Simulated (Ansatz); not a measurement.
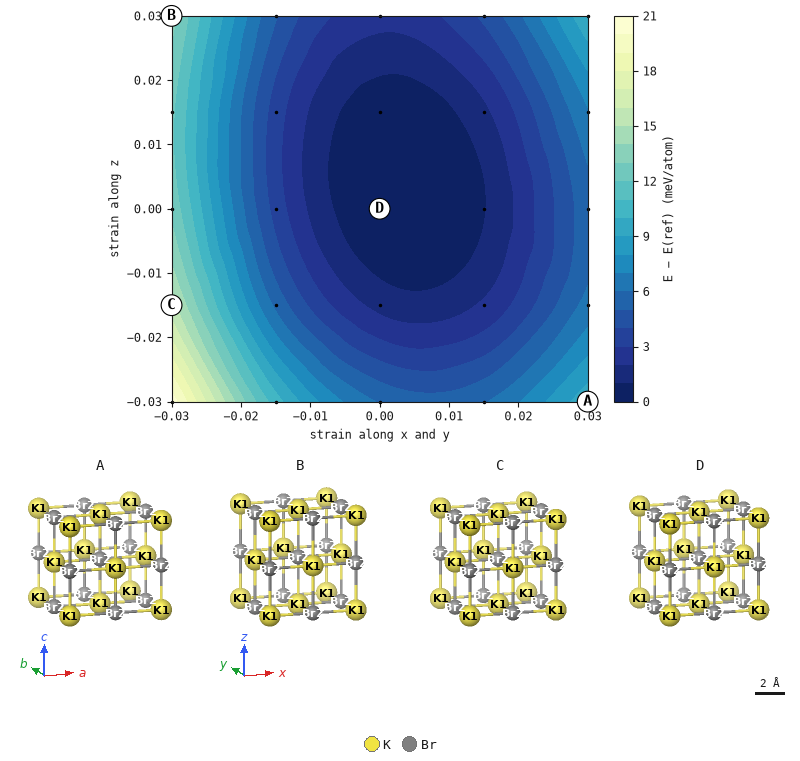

Solid KBr (Fm-3m): the cell is strained equally along x and y and separately along z, with the atoms kept at their fractional coordinates. x, y and z are the Cartesian axes of the input. The map is interpolated between the computed points (dots). The lettered frames are marked on it. Style: ball-and-stick. Shown: the conventional cell (4 times the calculation's cell), slightly off an axis. Lengths and directions refer to the drawn axes.

The calculation used Ansatz, DFT r2SCAN, scalar-relativistic, plane waves, PAW. Set-up: plane-wave cutoff 500 eV; k-point mesh 6 × 6 × 6; occupations gaussian; smearing width 0.05 eV; no spin polarisation. Energies (free energies at the smearing named) are counted from the cell as listed in its source, which wasn't relaxed.

> Where is the lowest point of the map, and what else does it tell?

In pairs of (strain along x and y; strain along z): the lowest computed point lies at (0.000, 0.000) (0.0 meV/atom), the highest at (−0.030, −0.030) (20.5 meV/atom). The valley is tilted: raising the in-plane strain is made harder by raising the strain along z (cross term 0.15 of the geometric mean of the two curvatures). Over the ranges scanned the energy rises more along the first axis, the in-plane strain. The pressure runs from −1.0 GPa at (0.030, 0.030) to 2.1 GPa at (−0.030, −0.030). The frames lie at A (0.030, −0.030): 9.6 meV/atom, B (−0.030, 0.030): 13.4 meV/atom, C (−0.030, −0.015): 15.4 meV/atom, D (0.000, 0.000): 0.0 meV/atom.
